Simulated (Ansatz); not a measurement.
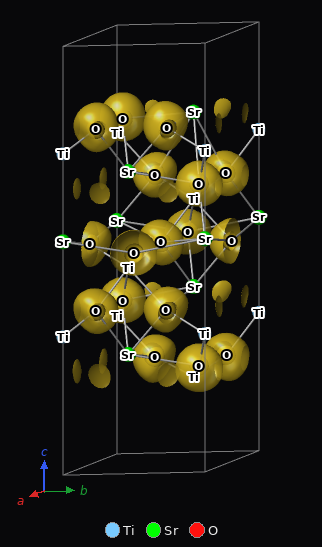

Figure 1: SrTiO₃ (slab). Isosurface of the ELF at 0.7 (yellow), seen slightly off an axis. Only the valence region is drawn (cores and ρ < 0.01 e/Å³ removed). Sticks mark near contacts.

Computed without spin polarisation.

Level of theory: Ansatz, DFT PBEsol, scalar-relativistic, plane waves, PAW.

In a PAW calculation such maps are meaningful between the atoms, not at the nuclei.

```cif
data_structure
_symmetry_space_group_name_H-M 'P 1'
_symmetry_Int_Tables_number 1
_cell_length_a 5.5029
_cell_length_b 5.5029
_cell_length_c 25.1094
_cell_angle_alpha 90.000
_cell_angle_beta 90.000
_cell_angle_gamma 120.000
_cell_volume 658.49
loop_
_atom_site_label
_atom_site_type_symbol
_atom_site_fract_x
_atom_site_fract_y
_atom_site_fract_z
_atom_site_occupancy
Ti1 Ti 0.33333 0.66667 0.30163 1
Sr1 Sr 0.66667 0.33333 0.34852 1
O1 O 0.16456 0.83544 0.32856 1
O2 O 0.16456 0.32912 0.32856 1
O3 O 0.67088 0.83544 0.32856 1
Ti2 Ti 0.00000 0.00000 0.38828 1
Sr2 Sr 0.33333 0.66667 0.44129 1
O4 O 0.83216 0.16784 0.42214 1
O5 O 0.83216 0.66432 0.42214 1
O6 O 0.33568 0.16784 0.42214 1
Ti3 Ti 0.66667 0.33333 0.48320 1
Sr3 Sr 0.00000 0.00000 0.53580 1
O7 O 0.49841 0.50159 0.51610 1
O8 O 0.49841 0.99681 0.51610 1
O9 O 0.00319 0.50159 0.51610 1
Ti4 Ti 0.33333 0.66667 0.57628 1
Sr4 Sr 0.66667 0.33333 0.63210 1
O10 O 0.16710 0.83290 0.61072 1
O11 O 0.16710 0.33420 0.61072 1
O12 O 0.66580 0.83290 0.61072 1
Ti5 Ti 0.00000 0.00000 0.67210 1
Sr5 Sr 0.33333 0.66667 0.71153 1
O13 O 0.83309 0.16691 0.70408 1
O14 O 0.83309 0.66618 0.70408 1
O15 O 0.33382 0.16691 0.70408 1
```

### What do the ELF domains correspond to?

The surface consists of 15 regions wrapped around O (the valence shell of each), counted in one cell of 25 atoms. Counts are for one cell; the picture repeats the cell along the surface. Profiles from the grid: Ti–O (1.74 Å): the ELF peaks at about 0.80 in the valence shell of O, 0.5 Å from its nucleus, and is about 0.30 at the midpoint (no localised pair shows between them). Sr–O (2.40 Å): the ELF is about 0.10 at the midpoint: a largely ionic contact.
